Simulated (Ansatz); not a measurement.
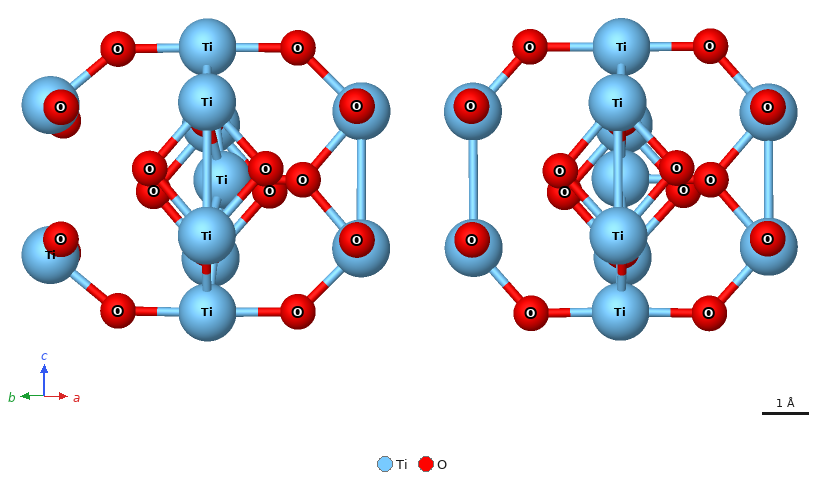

Two geometries of a defect cell of composition Ti24O47 (cell charge +1), drawn at one scale. One is the start of a relaxation, the other its converged end. The picture is a ball-and-stick view of the atoms within 4.2 Å of the atom that moves most (axes of the cell of the calculation (origin shifted)), seen from a free direction.

Method: Ansatz, DFT, PBEsol, PAW, plane waves. (plane-wave cutoff 420 eV; k-point mesh 1 × 1 × 1; mesh shifted by (0.25, 0.25, 0.25); collinear spin; atoms relaxed in a fixed cell; force threshold 0.03 eV/Å; at most 80 steps)

**Which one is relaxed?**

The left one is the relaxed one. The atoms of the start lie slightly off their symmetric places, so part of the fall in energy undoes that. The largest move is that of a Ti atom, 0.30 Å roughly along [1 −1 0]. By element the largest moves are Ti 0.30 Å, O 0.14 Å. The lattice vectors keep their values. Near-neighbour distances that change, for instance: Ti–Ti 2.997 → 3.298 Å, O–Ti 1.981 → 1.768 Å, O–Ti 1.937 → 2.017 Å, Ti–Ti 2.951 → 3.024 Å. Bond angles that change, for instance: Ti–O–Ti 132.4° → 128.1°, Ti–O–Ti 131.5° → 128.9°, Ti–O–Ti 129.2° → 131.8°. After 7 geometry steps the energy has fallen by 2.035 eV per cell of the calculation. The largest force component goes from 2.2 to 0.027 eV/Å. Cost: 12 s on 1 × NVIDIA GB200 with 8 threads of Arm Neoverse-V2, peak memory 2 GiB.

Limits of the set-up: the cell is charged, on a uniform background, and energies carry no finite-size correction.
